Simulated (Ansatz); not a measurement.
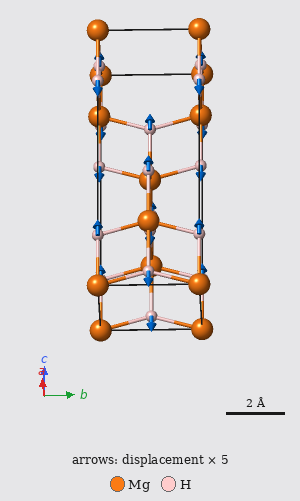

This is a relaxation of crystalline MgH₂ (a generated structure, set up in I4_1/amd) (coarse preliminary run). The starting structure is drawn; blue arrows show the displacements (the part carried along by the change of the cell is left out), 5 times their true length.

The picture is a ball-and-stick view of the conventional cell (2 times the calculation's cell), seen from a free direction. Lengths and directions refer to the drawn axes.

Level of theory: Ansatz, DFT PBE, scalar-relativistic, plane waves, PAW. Settings: plane-wave cutoff 420 eV; k-point mesh 6 × 6 × 6; occupations gaussian; smearing width 0.1 eV; no spin polarisation; cell and atoms relaxed; force threshold 0.04 eV/Å; at most 70 steps.

Question: What did the optimiser do to the structure, and how much energy did it gain?

Answer: The largest moves relative to the cell, 0.12 Å, are those of H atoms. Mg stays in place. The drawn cell changes as follows: a = b 3.542 → 3.807 Å (+7.5 %), c 9.929 → 9.465 Å (−4.7 %); the volume changes by +10.1 %. Some distances before and after: H–Mg 1.847 → 1.940 Å, H–Mg 1.960 → 1.991 Å. Among the angles between lasting bonds that change: H–Mg–H 147.1° → 157.7°, Mg–H–Mg 147.1° → 157.7°, H–Mg–H 106.4° → 101.2°. The space group stays I4_1/amd (No. 141). Over 3 accepted moves (4 points after the start) the energy falls by 37.0 meV per atom. The largest force component goes from 0.25 to 0.0076 eV/Å. Pressure: 5.93 GPa at the start and 0.01 GPa at the end. The SCF was repeated once at an unchanged geometry on a basis and grid sized afresh for the cell, which shifted the energy by 1.4 meV per atom at most.
